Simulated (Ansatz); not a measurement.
System: ZnCu, space group Pm-3m (No. 221) (one of a set of cubic test structures, which need not be the stable phase).

Method: equation of state of a cubic crystal from periodic Kohn-Sham density functional theory without spin, third-order Birch-Murnaghan fit to the free energies; pressure corrected for the finite basis (Ansatz 0.2.0 development build). Level: HSE06.

- structure type: CsCl
- atoms in cell: 2
- space group number: 221
- lattice centring: simple cubic
- k mesh: 4×4×4
- occupation method: Fermi–Dirac
- occupation width: 0.1 eV
- wave cutoff: 700 eV
- datasets: hard PAW
- density tolerance: 0 eV
- bands: 24
- density cutoff ratio: 4
- search for lower states: default
- exchange singularity: regularized

Describe the result: the energy above the lowest point against volume. The volume takes the values 12.05, 12.44, 12.84, 13.23, 13.62 Å³/atom.

A third-order Birch–Murnaghan fit gives V0 = 12.88 Å³/atom, B0 = 117 GPa and B′ = 4.7. The energy above the lowest point is 22.2 meV/atom at volume 12.05 Å³/atom and 13.8 meV/atom at 13.62 Å³/atom; the lowest computed point is at volume 12.84 Å³/atom (0.0 meV/atom).

```csv
volume (Å³/atom),energy above the lowest point (meV/atom)
12.05,22.2
12.44,5.8
12.84,0.0
13.23,3.1
13.62,13.8
```

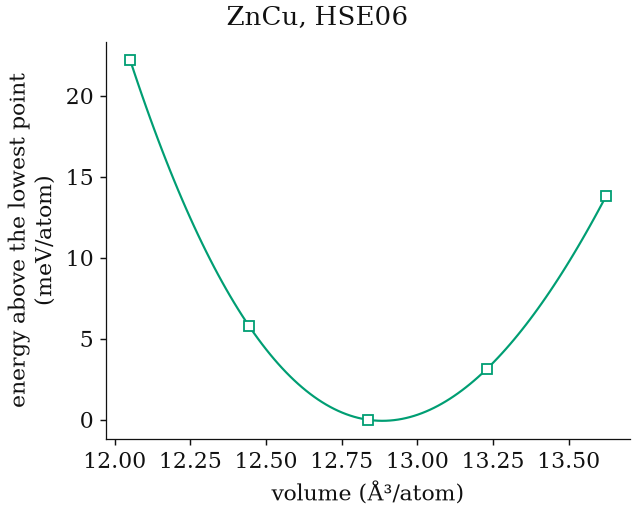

Keep in mind: coarse k-mesh, values are not converged in k; pseudopotentials made with PBE, not this functional.
